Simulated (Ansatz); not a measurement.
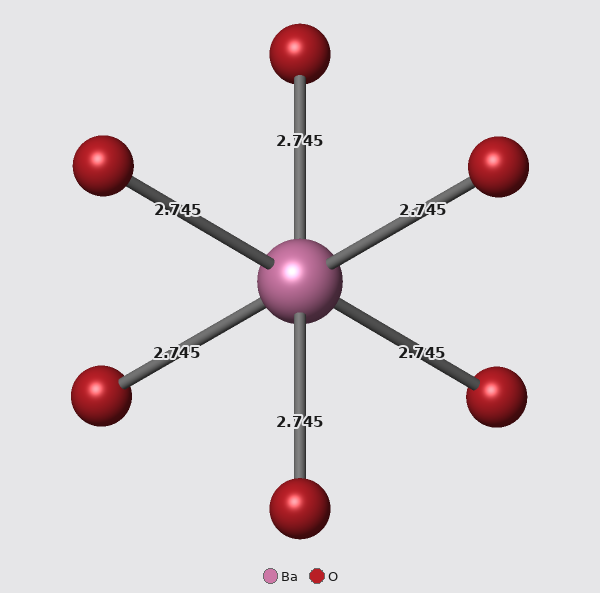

The surroundings of site Ba1 (at 0.000, 0.000, 0.000) in BaO (Fm-3m), with bond lengths in Å.

Source of the atomic positions: coordinates from a relaxation with DFT, PBEsol, plane waves, PAW (Ansatz).

```yaml
crystal:
  lattice:
    - [5.49000, 0.00000, 0.00000]
    - [0.00000, 5.49000, 0.00000]
    - [0.00000, 0.00000, 5.49000]
  atoms:
    - { symbol: Ba, position: [0.00000, 0.00000, 0.00000] }
    - { symbol: O, position: [0.50000, 0.00000, 0.00000] }
    - { symbol: Ba, position: [0.00000, 0.50000, 0.50000] }
    - { symbol: O, position: [0.50000, 0.50000, 0.50000] }
    - { symbol: Ba, position: [0.50000, 0.00000, 0.50000] }
    - { symbol: O, position: [0.00000, 0.00000, 0.50000] }
    - { symbol: Ba, position: [0.50000, 0.50000, 0.00000] }
    - { symbol: O, position: [0.00000, 0.50000, 0.00000] }
```

Bond valence s = exp((R0 − d)/b), R0 fitted to published crystal structures with b = 0.37 Å; R0 in Å: Ba2+–O 2.279.

Q: Calculate the bond-valence sum of Ba1 from the bonds drawn.

A: 6 × 0.284 = 1.70 v.u., against a formal valence of 2: underbonded (bonds long for this ion) by 0.30.

Q: And over the whole structure?

A:
```
site              x, y, z  formal valence  bond-valence sum  difference
 Ba1  0.000, 0.000, 0.000              +2              1.71       -0.29
  O1  0.500, 0.000, 0.000              −2              1.71       -0.29
```

These sums include all anions within 5 Å. The global instability index (root mean square of the differences over all atoms) is 0.29 v.u.: above 0.2, which by the usual rule of thumb marks a strained structure.
